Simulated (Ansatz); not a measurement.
Band-structure calculation of SiC

System: SiC (P6₃mc, 4 atoms in the cell).
Method: DFT, PBE, plane waves, PAW, no spin polarisation (Ansatz 0.2.0).

The structure was built on a prototype by a generator. The geometry comes from this level: r2SCAN. Figures and captions count atoms from 1; the log counts them from 0 in places.

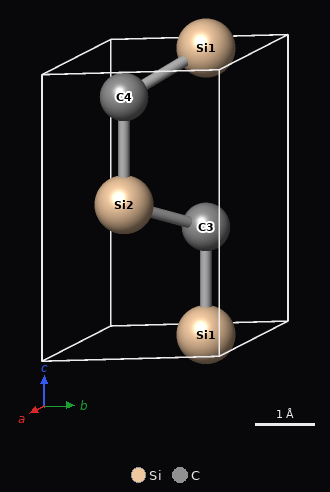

The structure as given in the input (ball-and-stick view of the cell of the calculation, seen slightly off an axis; atoms are numbered from 1 in the order of the input). Near neighbours in the crystal (not all of them lie inside the picture): Si has 4 C at 1.88 to 1.90 Å; C has 4 Si at 1.88 to 1.90 Å.

### The input
```yaml
crystal:
  lattice:
    - [3.0753562471, 0.0, 0.0]
    - [-1.5376781236, 2.6633366356, 0.0]
    - [0.0, 0.0, 5.0481080958]
  atoms:
    - { symbol: Si, position: [0.3333333333, 0.6666666667, -0.0004084052] }
    - { symbol: Si, position: [0.6666666667, 0.3333333333, 0.4995915948] }
    - { symbol: C, position: [0.3333333333, 0.6666666667, 0.3754084052] }
    - { symbol: C, position: [0.6666666667, 0.3333333333, 0.8754084052] }
kpoints:
  mp_grid: { grid: [12, 12, 6] }
  band_path:
    path:
      - [[0.0, 0.0, 0.0], [0.5, 1.783249373437e-17, -1.848120268779e-19], [0.3333333333333, 0.3333333333333, -3.696240537517e-19], [0.0, 0.0, 0.0], [1.304221979618e-46, -1.388866641392e-36, 0.5], [0.5, 1.778104646136e-17, 0.5], [0.3333333333333, 0.3333333333333, 0.5], [1.304221979618e-46, -1.388866641392e-36, 0.5]]
      - [[0.5, 1.778104646136e-17, 0.5], [0.5, 1.783249373437e-17, -1.848120268779e-19]]
      - [[0.3333333333333, 0.3333333333333, 0.5], [0.3333333333333, 0.3333333333333, -3.696240537517e-19]]
    npoints: 10
hamiltonian:
  xc: pbe
scf:
  occupations: { method: fermi_dirac, width: 0.02 }
  n_extra_bands: 5
output:
  forces: true
  stress: true
  eigenvalues: true
  write_density: true
  write_potential: true
  elf: true
  volumetric_format: npy
```

Launched with:
```bash
ansatz run input.yaml --threads 4 --pin off --max-ram 7372MiB --backend cpu --events-out ev --progress --plain --runs-dir out
```

### What the program printed
```
scf.n_extra_bands = 5 over 8 filled bands (N_el = 16.0): the run solves 13 bands
Engine: ansatz 0.2.0, aarch64-unknown-linux-gnu
Pseudopotentials: kind: paw
Pseudopotential: Si, paw, valence charge 4, recommended cutoff 420 eV (normal), Si.paw.azcp
Pseudopotential: C, paw, valence charge 4, recommended cutoff 420 eV (normal), C.paw.azcp
Functional definition: PBE
  parameter kappa = 0.804
  parameter beta = 0.06672455060314922
  exchange = pbe_x(kappa = kappa, mu = beta*pi^2/3)
  correlation = pbe_c(beta = beta)
Crystal: 4 atoms, lattice volume = 41.348 Å³
Basis set: ecut = 420 eV, 785 PW (Γ), exchange–correlation on 48×48×72 points (8 copies of the dense FFT grid, shifted against one another)
Bands: 13, of which v1, the nominal top of the filled ones, is band 8 counted from 1 (7 counted from 0)
Symmetry: 12 space group operations
Space group: P63mc (ITA 186), of the structure as read, at distance tolerance 3.5e-5 Å
k-points: 76 of 864 (time reversal used)
Non-local potential: Si, projectors of the file, l = 0: 2, l = 1: 2, l = 2: 2
Non-local potential: C, projectors of the file, l = 0: 2, l = 1: 2, l = 2: 1
PAW form: soft (Blöchl's): semilocal exchange-correlation on the pseudo side does not see the compensation charge
PAW one-centre angular grid: Si, 110 points (default); XC on 64 Gauss nodes
PAW one-centre angular grid: C, 110 points (default); XC on 64 Gauss nodes
Initial density: superposition of atomic densities (neutral atoms: chi_scale 0, normalization atom), corrected by the library's trained network
Initial wavefunctions: pseudopotential atomic-orbital guess
Functional: x = pbe(κ = 0.804, μ = 0.2195149727645171), c = pbe(β = 0.06672455060314922)
SCF iter   1: F=—  HF=-1774.301971 eV  |F-HF|=—  |Δ(HF+E_count)|=         —  Δρ=2.58e-3  dr2=2.91e-3  ethr=1.77e-3  ⟨swp⟩=6.0  Hψ=6683  notcnv=0
preconditioner: auto → none  [insulator: Δε(μ)=2.251 eV  Ē_g=12.475 eV  σ=0.020 eV  W_gap=1.00  n_scr=2 (ndim 8)  ℏωp=23.1 eV  f_vac=0.000  D(μ)=0.00/eV (n_scr^D=0)  ε∞_Penn≈4.4]
SCF iter   2: F=—  HF=-1774.301845 eV  |F-HF|=—  |Δ(HF+E_count)|=   1.26e-4  Δρ=9.38e-4  dr2=2.23e-4  ethr=1.82e-5  ⟨swp⟩=2.3  Hψ=2479  notcnv=0  defer=75
SCF iter   3: F=—  HF=-1774.301863 eV  |F-HF|=—  |Δ(HF+E_count)|=   1.83e-5  Δρ=4.03e-4  dr2=2.69e-5  ethr=1.40e-6  ⟨swp⟩=2.1  Hψ=1397  notcnv=0  defer=75
SCF iter   4: F=—  HF=-1774.301927 eV  |F-HF|=—  |Δ(HF+E_count)|=   6.36e-5  Δρ=6.55e-5  dr2=8.60e-7  ethr=1.68e-7  ⟨swp⟩=2.4  Hψ=1490  notcnv=0  defer=75
iter 5 did not close the SCF: its close was put off for the readings that it lacked (scf_convergence_deferred on its scf_iter line)
SCF iter   5: F=-1774.301928 eV  HF=-1774.301928 eV  |F-HF|=1.17e-8  |Δ(HF+E_count)|=   1.35e-6  Δρ=5.25e-6  dr2=4.36e-9  ethr=5.37e-9  ⟨swp⟩=2.0  Hψ=1472  notcnv=0  defer=75
SCF iter   6: F=-1774.301928 eV  HF=-1774.301928 eV  |F-HF|=1.50e-10  |Δ(HF+E_count)|=   1.29e-8  Δρ=8.77e-7  dr2=2.16e-10  ethr=2.72e-11  ⟨swp⟩=8.2  Hψ=6261  notcnv=0
SCF 1 converged in 6 iterations: F = -1774.301928 eV  dr2 = 2.16e-10
  greatest PAW one-centre occupation: 0.645 electrons in one spin orbital (limit 2), on the C atom at site 3 (counted from 0), in its partial waves of l = 0
NSCF: frozen V_eff on 93 k-points
SCF converged after 6 iterations
Free energy (F): -1774.301928 eV
Harris-Foulkes:  -1774.301928 eV  (|F-HF|=1.50e-10)
Internal energy: -1774.301928 eV  (E = F + TS)
E sigma→0 (E₀):  -1774.301928 eV
Fermi energy:    10.777476 eV
--- Per-component energies (eV) ---
  E_band       = 57.608828
  E_kinetic    = 271.685147
  E_local      = -210.488044  (includes V_loc(G=0)·N_el)
  E_nonlocal   = 103.677858
  E_hartree    = 65.020946
  E_xc         = -211.115203
  E_vxc        = -218.883779  (∫ρ·V_xc dr)
  E_paw        = -1224.172372  (= ΣΔE_a)
  E_vpaw       = -18.424160  (= ΣTr[D̂ρ^β])
  E_aug_tail   = 0.000027  (compensation charges beyond the density's cutoff)
  E_ewald      = -568.910287
  E_smearing   = -0.000000  (= −TS)
  E_closure    = 0.000000  (closes the sum)
  Σ components = -1774.301928   (vs F -1774.301928, Δ=0.00e0)
--- Forces (eV/Å), atoms counted from 1 ---
  atom   1  Si     0.00000000    -0.00000000     0.00312476
  atom   2  Si    -0.00000000     0.00000000     0.00312476
  atom   3  C     -0.00000000    -0.00000000    -0.00312756
  atom   4  C      0.00000000     0.00000000    -0.00312756
  max |Σ_I F_I| component: 5.59e-6 eV/Å
--- Stress (GPa, compression-positive) ---
        3.572515      -0.000000       0.000000
        0.000000       3.572515       0.000000
        0.000000       0.000000       3.382687
  P = ⅓ Tr σ = 3.5092 GPa (35.092 kbar)
--- Band table (eV; the first three rows and the last of 76) ---
  k-point 0: bands = ["-5.9350", "-2.3682", "0.9372", "8.3223", "8.3223", "9.5263", "9.6377", "9.6377", "14.4424", "15.8324", "16.3104", "16.3104", "17.3849"]
  k-point 1: bands = ["-5.7993", "-2.9115", "1.7007", "8.3981", "8.3981", "8.7892", "9.5348", "9.5348", "14.5682", "16.3559", "16.3559", "16.3764", "17.0431"]
  k-point 2: bands = ["-5.3960", "-3.8697", "3.3051", "7.1295", "8.6126", "8.6126", "9.2664", "9.2664", "14.9399", "16.2850", "16.5586", "16.5586", "17.5342"]
  k-point 75: bands = ["-1.1393", "-1.1393", "1.8873", "1.8873", "3.9988", "3.9988", "7.9016", "7.9016", "14.7089", "14.7089", "15.6557", "15.6557", "20.0026"]
```

### File rho_z.tsv
```
# z_ang	rho[e/angstrom^3]
# format = ansatz-planar-average/11
# lattice	3.075356247	0.000000000	0.000000000
# lattice	-1.537678124	2.663336636	0.000000000
# lattice	0.000000000	0.000000000	5.048108096
# sites	4
# site	14	-0.000000000	1.775557757	-0.002061674
# site	14	1.537678124	0.887778879	2.521992374
# site	6	-0.000000000	1.775557757	1.895102210
# site	6	1.537678124	0.887778879	4.419156257
0.000000	4.146909e-1
0.140225	3.336085e-1
0.280450	2.730299e-1
0.420676	2.355958e-1
0.560901	2.169604e-1
0.701126	2.108217e-1
0.841351	2.140766e-1
0.981577	2.284488e-1
1.121802	2.582565e-1
1.262027	3.067092e-1
1.402252	3.726060e-1
1.542477	4.487511e-1
1.682703	5.240691e-1
1.822928	5.876476e-1
1.963153	6.268917e-1
2.103378	6.269154e-1
2.243604	5.820892e-1
2.383829	5.041720e-1
2.524054	4.146909e-1
2.664279	3.336085e-1
2.804504	2.730299e-1
2.944730	2.355958e-1
3.084955	2.169604e-1
3.225180	2.108217e-1
3.365405	2.140766e-1
3.505631	2.284488e-1
3.645856	2.582565e-1
3.786081	3.067092e-1
3.926306	3.726060e-1
4.066532	4.487511e-1
4.206757	5.240691e-1
4.346982	5.876476e-1
4.487207	6.268917e-1
4.627432	6.269154e-1
4.767658	5.820892e-1
4.907883	5.041720e-1
```

### File v_z.tsv
```
# z_ang	v_es[eV]	v_tot[eV]
# format = ansatz-planar-average/11
# xc	pbe
# density_cutoff_ev	1680
# datasets	Si=:simpson_from_first_knot:soft	C=:simpson_from_first_knot:soft
# lattice	3.075356247	0.000000000	0.000000000
# lattice	-1.537678124	2.663336636	0.000000000
# lattice	0.000000000	0.000000000	5.048108096
# sites	4
# site	14	-0.000000000	1.775557757	-0.002061674
# site	14	1.537678124	0.887778879	2.521992374
# site	6	-0.000000000	1.775557757	1.895102210
# site	6	1.537678124	0.887778879	4.419156257
0.000000	-4.350874e0	-1.743097e1
0.140225	-3.041448e0	-1.534428e1
0.280450	-1.168460e0	-1.252700e1
0.420676	1.340106e0	-8.998112e0
0.560901	4.230002e0	-5.323030e0
0.701126	7.015862e0	-2.175869e0
0.841351	9.062182e0	-4.841410e-2
0.981577	1.016757e1	9.614481e-1
1.121802	1.046179e1	1.025722e0
1.262027	9.749980e0	-2.023497e-1
1.402252	7.744722e0	-2.922695e0
1.542477	4.777277e0	-6.642397e0
1.682703	1.492031e0	-1.062544e1
1.822928	-1.738857e0	-1.440765e1
1.963153	-4.325233e0	-1.748687e1
2.103378	-5.730239e0	-1.931366e1
2.243604	-5.995561e0	-1.974886e1
2.383829	-5.398486e0	-1.897352e1
2.524054	-4.350874e0	-1.743097e1
2.664279	-3.041448e0	-1.534428e1
2.804504	-1.168460e0	-1.252700e1
2.944730	1.340106e0	-8.998112e0
3.084955	4.230002e0	-5.323030e0
3.225180	7.015862e0	-2.175869e0
3.365405	9.062182e0	-4.841410e-2
3.505631	1.016757e1	9.614481e-1
3.645856	1.046179e1	1.025722e0
3.786081	9.749980e0	-2.023497e-1
3.926306	7.744722e0	-2.922695e0
4.066532	4.777277e0	-6.642397e0
4.206757	1.492031e0	-1.062544e1
4.346982	-1.738857e0	-1.440765e1
4.487207	-4.325233e0	-1.748687e1
4.627432	-5.730239e0	-1.931366e1
4.767658	-5.995561e0	-1.974886e1
4.907883	-5.398486e0	-1.897352e1
```

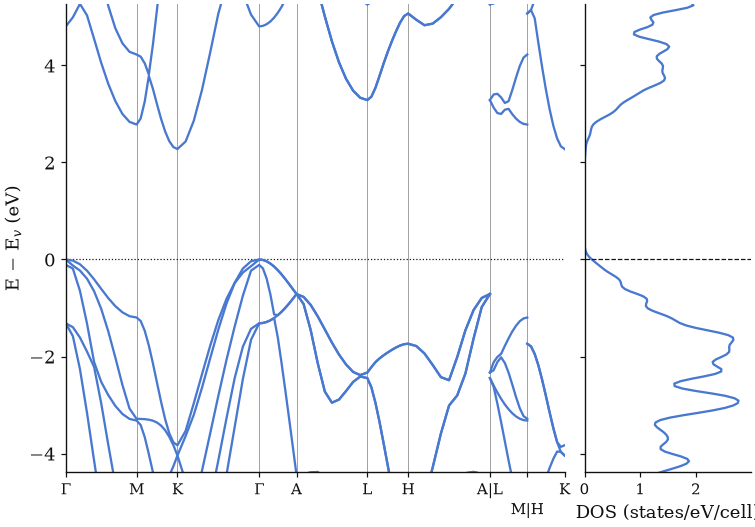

Band structure along Γ–M–K–Γ–A–L–H–A|L–M|H–K and density of states (the curve is built from the levels of the k mesh with Gaussians 0.3 eV wide, which also blur the band edges), with energies from the valence-band top. There is a gap of 2.28 eV on this path, indirect, from Γ to K.

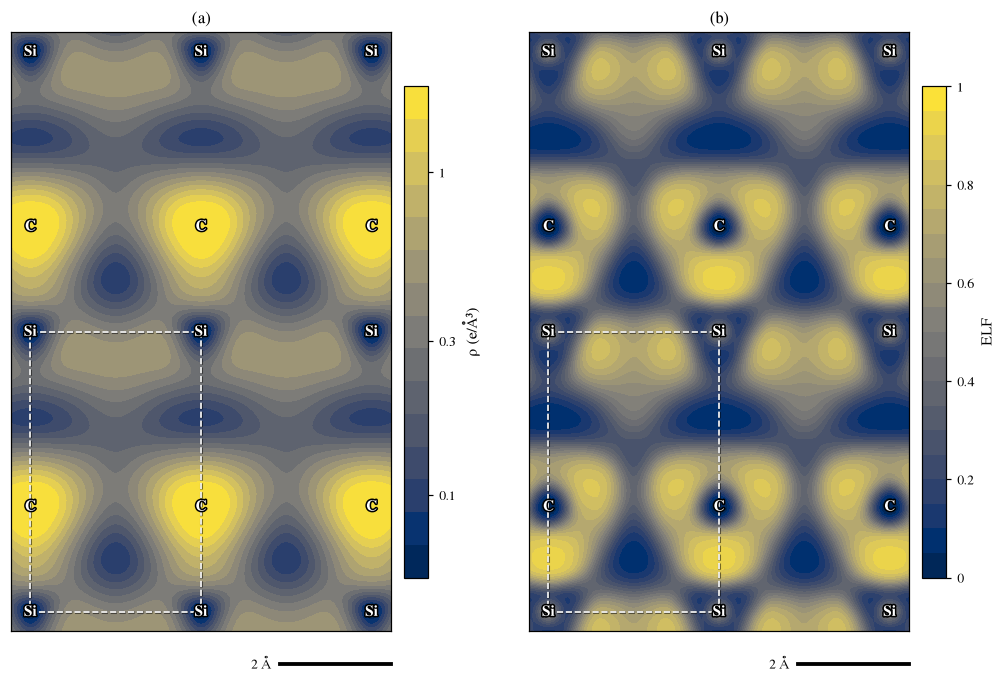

(a) valence charge density (pseudo); (b) electron localisation function on the (100) plane of the conventional cell. The section cuts through Si and C sites. Away from the nuclei the density in this plane falls to 0.09 e/Å³ at its lowest. The fields are those of the smooth PAW valence density.

### Results in brief

```json
{"quantity": "outcome", "value": "converged"}
{"quantity": "space group (tolerance 0.01 Å)", "value": "P6₃mc (186)"}
{"quantity": "electrons treated", "value": "16"}
{"quantity": "free energy", "value": "−1774.3019 eV"}
{"quantity": "Fermi energy", "value": "10.777 eV"}
{"quantity": "gap on the k-point mesh", "value": "2.28 eV"}
{"quantity": "pressure", "value": "3.51 GPa"}
{"quantity": "largest force (length of the vector)", "value": "0.003 eV/Å"}
{"quantity": "hardware", "value": "4 threads of Arm Neoverse V2, 24 GiB of memory available, shared host"}
{"quantity": "wall time", "value": "1.9 s (CPU time 6.8 s)"}
{"quantity": "peak memory", "value": "0.35 GiB"}
```
